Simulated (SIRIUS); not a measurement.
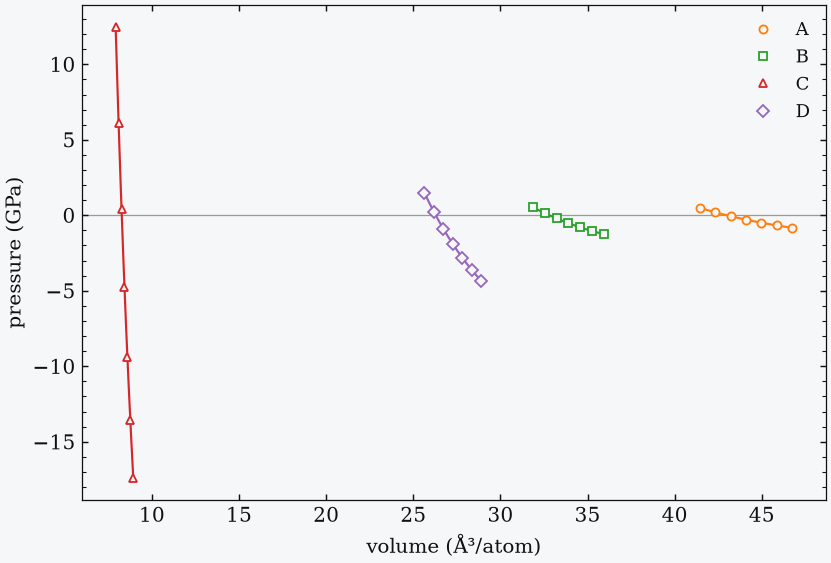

The figure shows the pressure against volume, with one curve for each compound, for AlN, KI, NaI and SnSe (all in space group Fm-3m (No. 225)). The labels are replaced by letters.

Computed with SIRIUS 7.10.0: plane-wave DFT, no spin polarisation; energies at scaled volumes of the given cell, shape and fractions fixed, counted from the fit's minimum, third-order Birch-Murnaghan fit. Level: PBEsol.

- occupations: Fermi–Dirac
- smearing width: 0.05 eV
- potentials: dojo sr pbesol 0.4.1 standard

Q: Which letter stands for which compound?

A: A: KI; B: NaI; C: AlN; D: SnSe.
